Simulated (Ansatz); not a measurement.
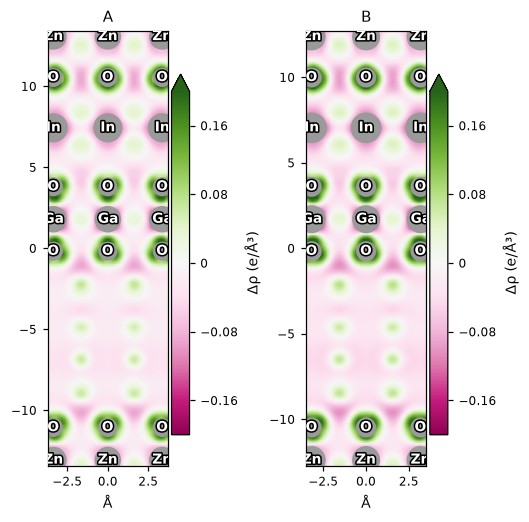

ZnInGaO4: deformation density on the (100) plane of the conventional cell at two volumes, with the same fractional coordinates and one colour scale. Grey discs cover the cores.

Space group R3m. The cell comes from a database of computed structures, not from a measurement.

Level of theory: Ansatz 0.2.0, DFT PBE, scalar-relativistic, plane waves, PAW.

How do the two volumes compare, and how does the bonding charge respond?

Answer. A is the larger cell: B has 85 % of the volume of A. The pressure is −1 GPa in A and 36 GPa in B. Bader charges in A: Zn +1.25, In +1.84, Ga +1.87 and O −1.24 e; in B: Zn +1.27, In +1.90, Ga +1.93 and O −1.27 e. The rearranged charge is 0.30 e an atom in A and 0.30 e in B. The scaled cell isn't relaxed: forces reach 0.6 eV/Å.
